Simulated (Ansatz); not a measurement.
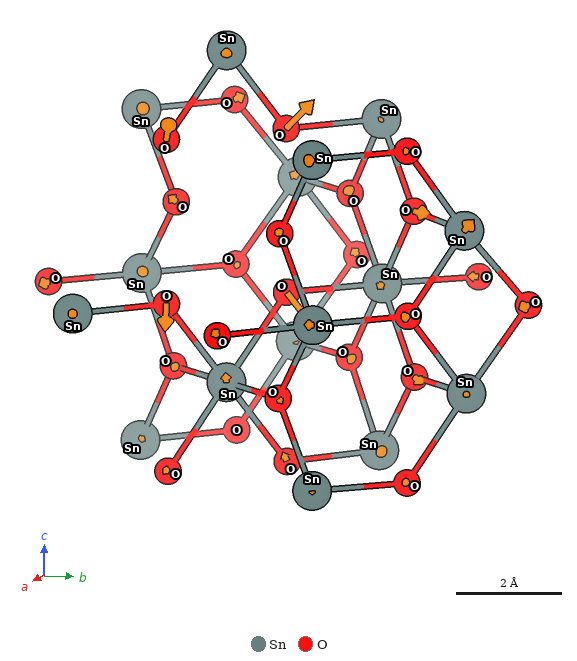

A relaxation of a defect cell of composition Sn₂₃O₄₈ (cell charge −1). The starting structure is drawn; orange arrows show the displacements, 5 times their true length.

The picture is a ball-and-stick view of the atoms within 5.0 Å of the atom that moves most (axes of the cell of the calculation (origin shifted)), seen slightly off an axis.

Level of theory: Ansatz 0.2.0, DFT, PBEsol, PAW, plane waves. Set-up: plane-wave cutoff 420 eV; k-point mesh 1 × 1 × 1; mesh shifted by (0.25, 0.25, 0.25); collinear spin; atoms relaxed in a fixed cell; force threshold 0.03 eV/Å; at most 80 steps.

Q: Atoms of which element are displaced furthest, and by how much?

A: Oxygen: up to 0.18 Å, against 0.08 Å for tin.

Q: Describe the change and its energy.

A: The energy falls by 1.102 eV per cell of the calculation in 6 geometry steps. The largest force component goes from 2.3 to 0.023 eV/Å. An O atom moves most: 0.18 Å roughly along [0 1 −1]. By element the largest moves are O 0.18 Å, Sn 0.08 Å. The cell stays as it was. Near-neighbour distances that change, for instance: O–Sn 1.974 → 2.069 Å, O–Sn 2.097 → 2.005 Å, O–Sn 2.103 → 2.035 Å, O–Sn 2.060 → 1.999 Å. Bond angles that change, for instance: O–Sn–O 76.9° → 85.6°, Sn–O–Sn 128.0° → 136.1°, Sn–O–Sn 128.4° → 134.3°. The program noted that the starting moments weren't kept. The run may lie on a higher electronic state than the lowest, so the end point isn't shown to be the ground-state structure.

Limits of the set-up: the cell is charged, on a uniform background, and energies carry no finite-size correction.
